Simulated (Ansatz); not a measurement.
**From TaN to TaAs**

System: TaN (Fm-3m, 2 atoms in the cell).
Method of the first run: DFT r2SCAN, scalar-relativistic, plane waves, PAW, no spin polarisation (Ansatz 0.2.0).
System of the second run: TaAs (2 atoms in the cell).

On the first run: The structure derives from an entry of the Crystallography Open Database. On the second run: The structure was made by swapping elements on the sites of another compound; it need not be a known phase. It belongs to a series of runs on one base structure; here: N -> As on all its sites, cell and atoms relaxed. Text and figures count atoms from 1; the logs count them from 0 in places.

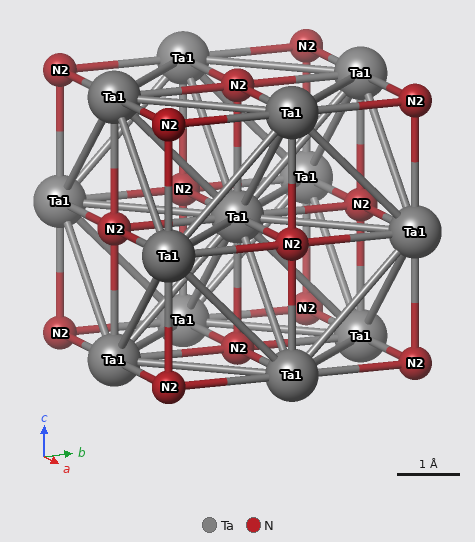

The starting structure (ball-and-stick view of the cell 4 times as large as that of the calculation, set on its symmetry axes, seen slightly off an axis; atoms are numbered from 1 in the order of the input). An atom can appear more than once, as a periodic image. Near neighbours in the periodic cell (some may lie outside the picture): Ta has 6 N at 2.18 Å and 12 Ta at 3.08 Å; N has 6 Ta at 2.18 Å.

**Input, the first run**
```yaml
crystal:
  lattice:
    - [0.0, 2.179, 2.179]
    - [2.179, 0.0, 2.179]
    - [2.179, 2.179, 0.0]
  atoms:
    - { symbol: Ta, position: [0.5, 0.5, 0.5] }
    - { symbol: "N", position: [0.0, 0.0, 0.0] }
basis:
  ecutwfc: 500
kpoints:
  mp_grid: { grid: [8, 8, 8] }
hamiltonian:
  xc: r2scan
scf:
  occupations: { method: gaussian, width: 0.1 }
output:
  forces: true
  stress: true
  eigenvalues: true
relax:
  adjacent_minimum: "off"
  f_tol: 0.05
  max_steps: 80
  cell: { stress_tol: 0.5 }
```

Launched with:
```bash
ansatz run input.yaml --threads 2 --pin off --max-ram 5120MiB --backend cpu --events-out ev --progress --plain --runs-dir out
```

Hardware: 2 threads of Oxide Virtual Turin-like (Zen 5), 32 GiB of memory available, shared host.

**Output, shortened to warnings, some set-up lines, iterations and results (the first run)**
```
Basis set: ecut = 500 eV, 531 PW (Γ), exchange–correlation on 96×96×96 points (64 copies of the dense FFT grid, shifted against one another)
Symmetry: 48 space group operations
k-points: 29 of 512
Initial density: superposition of atomic densities (neutral atoms: chi_scale 0, normalization atom), corrected by the library's trained network
[...]
SCF iter   1: F=—  HF=-10330.936314 eV  |F-HF|=—  |Δ(HF+E_count)|=         —  Δρ=7.54e-3  dr2=3.89e-3  dr2_τ=1.46e-1  ethr=1.77e-3  ⟨swp⟩=5.9  Hψ=4738  notcnv=0  defer=9
SCF iter   2: F=—  HF=-10331.013900 eV  |F-HF|=—  |Δ(HF+E_count)|=   7.76e-2  Δρ=5.57e-3  dr2=3.77e-3  dr2_τ=2.42e-4  ethr=2.16e-5  ⟨swp⟩=2.0  Hψ=1152  notcnv=0  defer=66
SCF iter   3: F=—  HF=-10331.014923 eV  |F-HF|=—  |Δ(HF+E_count)|=   1.02e-3  Δρ=3.37e-3  dr2=1.55e-3  dr2_τ=2.55e-4  ethr=2.09e-5  ⟨swp⟩=2.0  Hψ=567  notcnv=0  defer=66
SCF iter   4: F=—  HF=-10331.014844 eV  |F-HF|=—  |Δ(HF+E_count)|=   7.85e-5  Δρ=1.89e-3  dr2=8.09e-4  dr2_τ=4.88e-5  ethr=8.60e-6  ⟨swp⟩=2.0  Hψ=585  notcnv=0  defer=66
SCF iter   5: F=—  HF=-10331.014705 eV  |F-HF|=—  |Δ(HF+E_count)|=   1.40e-4  Δρ=1.73e-4  dr2=6.77e-6  dr2_τ=4.80e-7  ethr=4.50e-6  ⟨swp⟩=2.2  Hψ=537  notcnv=0  defer=66
[... 22 lines ...]
SCF iter   2: F=—  HF=-10331.031844 eV  |F-HF|=—  |Δ(HF+E_count)|=   3.27e-7  Δρ=4.17e-5  dr2=6.44e-8  dr2_τ=5.95e-8  ethr=1.07e-9  ⟨swp⟩=2.0  Hψ=635  notcnv=0
SCF iter   3: F=—  HF=-10331.031845 eV  |F-HF|=—  |Δ(HF+E_count)|=   9.65e-8  Δρ=2.01e-5  dr2=2.27e-8  dr2_τ=1.35e-8  ethr=3.58e-10  ⟨swp⟩=2.4  Hψ=639  notcnv=0
SCF iter   4: F=-10331.031845 eV  HF=-10331.031845 eV  |F-HF|=2.64e-10  |Δ(HF+E_count)|=   2.53e-8  Δρ=1.78e-6  dr2=1.91e-10  dr2_τ=6.21e-11  ethr=1.11e-11  ⟨swp⟩=3.5  …
SCF 4 converged in 4 iterations: F = -10331.031845 eV  dr2 = 1.91e-10
relax step   4: F+E_penalty+E_count = -10331.03184457 eV  Δ(F+E_penalty+E_count) = -3.274e-4 eV  max|allowed force component| = 1.195e-29 eV/Å  Δτ_max = 0.0000 Å  P = -0.158 …
basis re-selected at this cell: Δ(F+E_penalty+E_count) = -3.274e-4 eV, ΔP = +0.000 GPa vs the last step (what re-selecting the basis moved, of the pressure what is left beyond the Pulay correction that the steps carried, after the strain that the cell walked since its last selection, with what the …
SCF converged after 4 iterations
Free energy (F): -10331.031845 eV
Harris-Foulkes:  -10331.031845 eV  (|F-HF|=2.64e-10)
Internal energy: -10331.029189 eV  (E = F + TS)
E sigma→0 (E₀):  -10331.030517 eV
Entropy (-TS):   -0.002656 eV (-1.328 meV/atom)
Fermi energy:    21.830199 eV
--- Per-component energies (eV) ---
  E_band       = -59.835378
  E_kinetic    = 503.172586
  E_local      = -584.529357  (includes V_loc(G=0)·N_el)
  E_nonlocal   = 59.695128
  E_hartree    = 197.641611
  E_xc         = -265.822244
  E_vxc        = -308.727384  (∫ρ·V_xc dr)
  E_paw        = -8552.307673  (= ΣΔE_a)
  E_vpaw       = -140.683492  (= ΣTr[D̂ρ^β])
  E_aug_tail   = 0.000083  (compensation charges beyond the density's cutoff)
  E_vtau       = 15.953923  (kinetic-family band-sum trace: ∫τ·v_τ [+ j·A + Jᵃ·Aᵃ] dr)
  E_ewald      = -1688.093478
  E_core_change = -0.785845  (= ΣΔE_core)
  E_smearing   = -0.002656  (= −TS)
  E_closure    = -0.000000  (closes the sum)
  Σ components = -10331.031845   (vs F -10331.031845, Δ=0.00e0)
--- Forces (eV/Å), atoms counted from 1 ---
  atom   1  Ta     0.00000000     0.00000000    -0.00000000
  atom   2  N     -0.00000000     0.00000000     0.00000000
  max |Σ_I F_I| component: 2.34e-29 eV/Å
--- Stress (GPa, compression-positive) ---
       -0.158356      -0.000000      -0.000000
       -0.000000      -0.158356       0.000000
       -0.000000       0.000000      -0.158356
  P = ⅓ Tr σ = -0.1584 GPa (-1.584 kbar)
--- Relaxed structure (3 steps of the walk, 3 accepted, 1 SCFs on fresh bases) ---
  F+E_penalty+E_count = -10331.03184457 eV   max|allowed force component| = 1.195e-29 eV/Å   (the final SCF, on the basis selected at the relaxed cell)
  cell:  # Å, volume = 21.2645 Å³
    - [-5.095372032895592e-35, 2.19891334377949, 2.19891334377949]
    - [2.19891334377949, 1.2566262238158716e-33, 2.19891334377949]
    - [2.19891334377949, 2.19891334377949, -1.7216784408026148e-35]
  atoms:
    - { symbol: Ta, position: [0.5, 0.5, 0.5] }
[...]
```

The input of the second run differs as follows (lines with − go, lines with + come):
```diff
-    - [0.0, 2.179, 2.179]
-    - [2.179, 0.0, 2.179]
-    - [2.179, 2.179, 0.0]
+    - [0.0, 2.4838517574, 2.4838517574]
+    - [2.4838517574, 0.0, 2.4838517574]
+    - [2.4838517574, 2.4838517574, 0.0]
-    - { symbol: "N", position: [0.0, 0.0, 0.0] }
+    - { symbol: As, position: [0.0, 0.0, 0.0] }
-  max_steps: 80
+  max_steps: 60
```

How does the second run compare with the first run?

The total energies belong to different systems, so their difference says nothing on which is more stable or more accurate. The pressure goes from −0.16 to 0.04 GPa. The volume per atom goes from 10.63 to 17.98 Å³. The SCF takes 29 iterations over all geometry steps against 24. On the same kind of shared host the second run took about 2 times as long.

**Output, shortened to warnings, some set-up lines, iterations and results (the second run)**
```
Basis set: ecut = 500 eV, 749 PW (Γ), exchange–correlation on 108×108×108 points (64 copies of the dense FFT grid, shifted against one another)
Symmetry: 48 space group operations
k-points: 29 of 512
Initial density: superposition of atomic densities (neutral atoms: chi_scale 0, normalization atom), corrected by the library's trained network
[...]
SCF iter   1: F=—  HF=-14808.361480 eV  |F-HF|=—  |Δ(HF+E_count)|=         —  Δρ=6.67e-3  dr2=1.56e-2  dr2_τ=2.88e-2  ethr=1.77e-3  ⟨swp⟩=5.8  Hψ=5749  notcnv=0  defer=10
SCF iter   2: F=—  HF=-14808.431522 eV  |F-HF|=—  |Δ(HF+E_count)|=   7.00e-2  Δρ=4.57e-3  dr2=6.14e-3  dr2_τ=4.03e-4  ethr=5.57e-5  ⟨swp⟩=2.0  Hψ=1413  notcnv=0  defer=66
SCF iter   3: F=—  HF=-14808.432945 eV  |F-HF|=—  |Δ(HF+E_count)|=   1.42e-3  Δρ=2.37e-3  dr2=1.67e-3  dr2_τ=8.97e-5  ethr=2.19e-5  ⟨swp⟩=2.1  Hψ=680  notcnv=0  defer=66
SCF iter   4: F=—  HF=-14808.433855 eV  |F-HF|=—  |Δ(HF+E_count)|=   9.10e-4  Δρ=4.69e-4  dr2=6.06e-5  dr2_τ=5.67e-6  ethr=5.96e-6  ⟨swp⟩=2.0  Hψ=729  notcnv=0  defer=66
SCF iter   5: F=—  HF=-14808.433937 eV  |F-HF|=—  |Δ(HF+E_count)|=   8.21e-5  Δρ=1.61e-4  dr2=8.35e-6  dr2_τ=2.62e-7  ethr=2.16e-7  ⟨swp⟩=2.0  Hψ=730  notcnv=0  defer=66
[... 29 lines ...]
SCF iter   3: F=—  HF=-14808.976826 eV  |F-HF|=—  |Δ(HF+E_count)|=   2.07e-5  Δρ=4.59e-5  dr2=1.21e-7  dr2_τ=1.07e-7  ethr=5.38e-9  ⟨swp⟩=2.1  Hψ=881  notcnv=0
SCF iter   4: F=—  HF=-14808.976827 eV  |F-HF|=—  |Δ(HF+E_count)|=   8.05e-7  Δρ=6.02e-6  dr2=8.00e-9  dr2_τ=9.55e-10  ethr=4.34e-10  ⟨swp⟩=2.0  Hψ=1022  notcnv=0
SCF iter   5: F=-14808.976827 eV  HF=-14808.976827 eV  |F-HF|=9.20e-10  |Δ(HF+E_count)|=   3.11e-8  Δρ=1.42e-6  dr2=7.10e-10  dr2_τ=4.92e-11  ethr=7.14e-12  ⟨swp⟩=4.6  …
SCF 5 converged in 5 iterations: F = -14808.976827 eV  dr2 = 7.10e-10
relax step   5: F+E_penalty+E_count = -14808.97682730 eV  Δ(F+E_penalty+E_count) = -1.918e-3 eV  max|allowed force component| = 8.099e-29 eV/Å  Δτ_max = 0.0000 Å  P = +0.042 …
basis re-selected at this cell: Δ(F+E_penalty+E_count) = -1.918e-3 eV, ΔP = +0.024 GPa vs the last step (what re-selecting the basis moved, of the pressure what is left beyond the Pulay correction that the steps carried, after the strain that the cell walked since its last selection, with what the …
SCF converged after 5 iterations
Free energy (F): -14808.976827 eV
Harris-Foulkes:  -14808.976827 eV  (|F-HF|=9.20e-10)
Internal energy: -14808.969308 eV  (E = F + TS)
E sigma→0 (E₀):  -14808.973068 eV
Entropy (-TS):   -0.007519 eV (-3.760 meV/atom)
Fermi energy:    17.273644 eV
--- Per-component energies (eV) ---
  E_band       = -313.533864
  E_kinetic    = 473.226877
  E_local      = -2077.781338  (includes V_loc(G=0)·N_el)
  E_nonlocal   = -654.619193
  E_hartree    = 1069.945101
  E_xc         = -279.639834
  E_vxc        = -307.699750  (∫ρ·V_xc dr)
  E_paw        = -10271.724462  (= ΣΔE_a)
  E_vpaw       = 97.891619  (= ΣTr[D̂ρ^β])
  E_aug_tail   = 0.000075  (compensation charges beyond the density's cutoff)
  E_vtau       = 15.556967  (kinetic-family band-sum trace: ∫τ·v_τ [+ j·A + Jᵃ·Aᵃ] dr)
  E_ewald      = -3066.162846
  E_core_change = -2.213688  (= ΣΔE_core)
  E_smearing   = -0.007519  (= −TS)
  E_closure    = 0.000000  (closes the sum)
  Σ components = -14808.976827   (vs F -14808.976827, Δ=0.00e0)
--- Forces (eV/Å), atoms counted from 1 ---
  atom   1  Ta    -0.00000000     0.00000000     0.00000000
  atom   2  As     0.00000000    -0.00000000    -0.00000000
  max |Σ_I F_I| component: 1.41e-28 eV/Å
--- Stress (GPa, compression-positive) ---
        0.041979      -0.000000      -0.000000
       -0.000000       0.041979      -0.000000
       -0.000000      -0.000000       0.041979
  P = ⅓ Tr σ = 0.0420 GPa (0.420 kbar)
--- Relaxed structure (4 steps of the walk, 4 accepted, 1 SCFs on fresh bases) ---
  F+E_penalty+E_count = -14808.97682730 eV   max|allowed force component| = 8.099e-29 eV/Å   (the final SCF, on the basis selected at the relaxed cell)
  cell:  # Å, volume = 35.9642 Å³
    - [1.0222590140996777e-33, 2.6198724484572096, 2.6198724484572096]
[...]
```

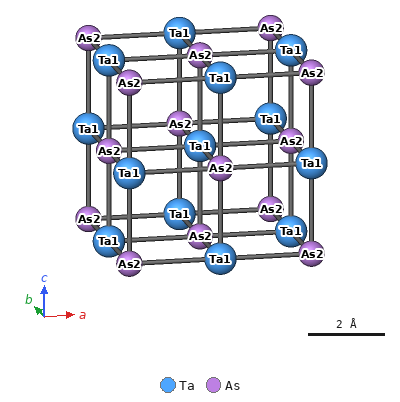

The input structure of the second run (ball-and-stick view of the cell 4 times as large as that of the calculation, set on its symmetry axes, seen slightly off an axis; atoms are numbered from 1 in the order of the input). An atom can appear more than once, as a periodic image.

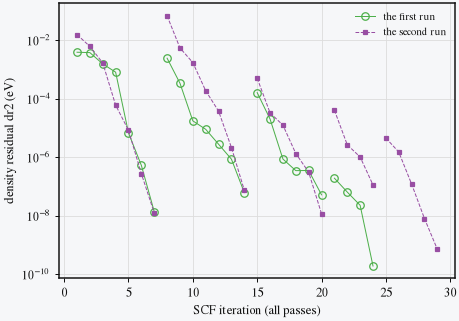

Convergence of the two runs: density residual dr2 against the SCF iteration. A break in a curve parts two SCF passes. The first run takes 24 iterations in all, and the second run takes 29.

**The two runs side by side**

| quantity | the first run | the second run |
| --- | --- | --- |
| outcome | converged | converged |
| free energy per atom (eV) | −5165.5159 | −7404.4884 |
| energy per atom, smearing taken to zero (eV) | −5165.5153 | −7404.4865 |
| gap on the mesh (eV) | 0.00 | 0.00 |
| pressure (GPa) | −0.16 | 0.04 |
| volume per atom (Å³) | 10.63 | 17.98 |
| largest force (eV/Å) | 0.000 | 0.000 |
| SCF iterations | 24 | 29 |
| irreducible k-points | 29 | 29 |
| wall time (shared host) | 3.5 s | 7 s |

For both runs: Spin–orbit coupling is left out, which matters for Ta.
